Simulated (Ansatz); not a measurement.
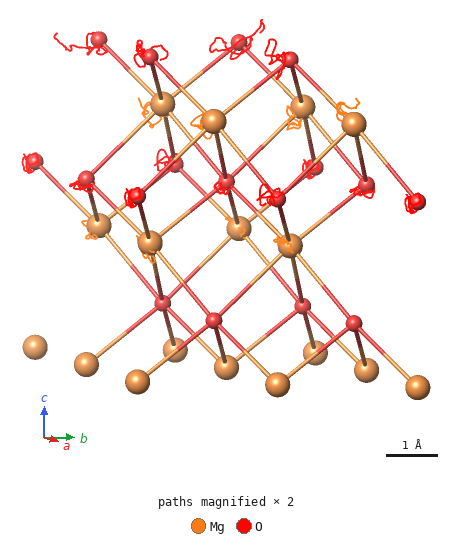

A Born-Oppenheimer molecular dynamics run of a slab of MgO(111) (24 atoms in the cell), 280 fs long. Lines trace each atom's path, in the colour of its element; spheres stand at the starting positions. The excursions are magnified 2 times. Fixed atoms have no trace. Seen slightly off an axis in the simulation cell, with the vacuum cut short.

Computed with Ansatz, DFT PBE, scalar-relativistic, plane waves, PAW. Settings: plane-wave cutoff 420 eV; k-point mesh 2 × 2 × 1; Fermi-Dirac smearing 0.05 eV; 8 atoms held fixed; Langevin thermostat (NVT); set temperature 500 K; time step 1 fs; friction 0.05 per fs.

How do the atoms move?

Answer. Root-mean-square distances from the starting positions over the second half, with the common drift of all atoms taken out: O 0.20 Å, Mg 0.17 Å. That is small against the typical shortest distance between atoms in the first frame, about 2.0 Å: the atoms vibrate about their sites and the arrangement holds. The mean temperature in the second half is 478 K (standard deviation 89 K). The potential energy in the second half lies on average 42.4 meV per atom above the first frame.

Limits of the set-up: the k-point mesh is coarse for a cell with partly filled bands.

PAW datasets: the set soft_1.
